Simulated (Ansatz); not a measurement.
System: AlFe, space group Pm-3m (No. 221) (one of a set of cubic test structures, which need not be the stable phase).

One of the inputs:
```
crystal:
  lattice:
    - [2.850737674649, 0.0, 0.0]
    - [0.0, 2.850737674649, 0.0]
    - [0.0, 0.0, 2.850737674649]
  atoms:
    - { symbol: Fe, position: [0.0, 0.0, 0.0] }
    - { symbol: Al, position: [0.5, 0.5, 0.5] }
kpoints:
  mp_grid: { grid: [4, 4, 4] }
hamiltonian:
  xc: hse06
  pseudopotentials: { kind: paw, source: ansatz }
scf:
  occupations: { method: fermi_dirac, width: 0.1 }
  convergence: { dr2_threshold: "1e-10 eV" }
  exx: { energy_threshold: "2e-8 eV", singularity: regularized }
output:
  forces: true
  stress: true
  eigenvalues: true
```

Run as:
```bash
ansatz run input.yaml --threads 2
```

Calculation (Ansatz 0.2.0 development build): equation of state of a cubic crystal from periodic Kohn-Sham density functional theory without spin, third-order Birch-Murnaghan fit to the free energies; pressure corrected for the finite basis. Level: HSE06.

- structure type: CsCl
- atoms in cell: 2
- space group number: 221
- lattice centring: simple cubic
- k mesh: 4×4×4
- occupation method: Fermi–Dirac
- occupation width: 0.1 eV
- wave cutoff: 900 eV
- datasets: hand-made PAW
- density tolerance: 0 eV
- bands: 18
- density cutoff ratio: 4
- search for lower states: default
- exchange singularity: regularized

Describe the result: the energy above the lowest point and pressure against volume. The volume takes the values 10.87, 11.23, 11.58, 11.94, 12.29 Å³/atom.

A third-order Birch–Murnaghan fit gives V0 = 11.17 Å³/atom, B0 = 208 GPa and B′ = 4.4. The energy above the lowest point is 5.2 meV/atom at volume 10.87 Å³/atom and 61.2 meV/atom at 12.29 Å³/atom; the lowest computed point is at volume 11.23 Å³/atom (0.0 meV/atom), and no other minimum shows. The pressure falls from 5.9 GPa at volume 10.87 Å³/atom to −16.1 GPa at 12.29 Å³/atom, and changes sign near 11.18 Å³/atom.

| volume (Å³/atom) | energy above the lowest point (meV/atom) | pressure (GPa) |
| --- | --- | --- |
| 10.87 | 5.2 | 5.9 |
| 11.23 | 0.0 | −1.0 |
| 11.58 | 9.0 | −6.9 |
| 11.94 | 30.1 | −11.9 |
| 12.29 | 61.2 | −16.1 |

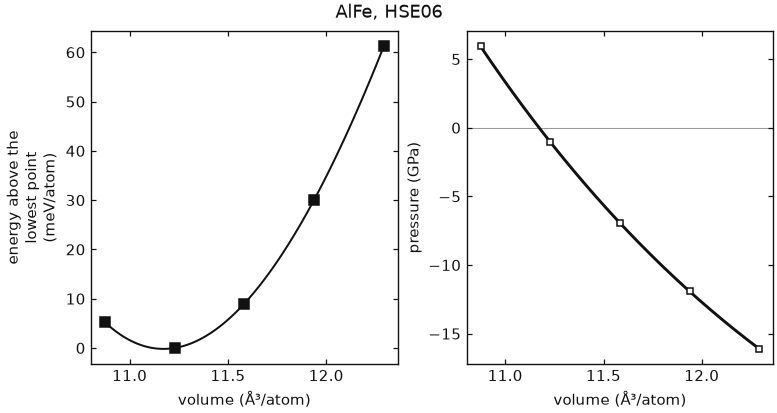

Caveats: coarse k-mesh, values are not converged in k; no spin polarisation, a magnetic state may lie lower.
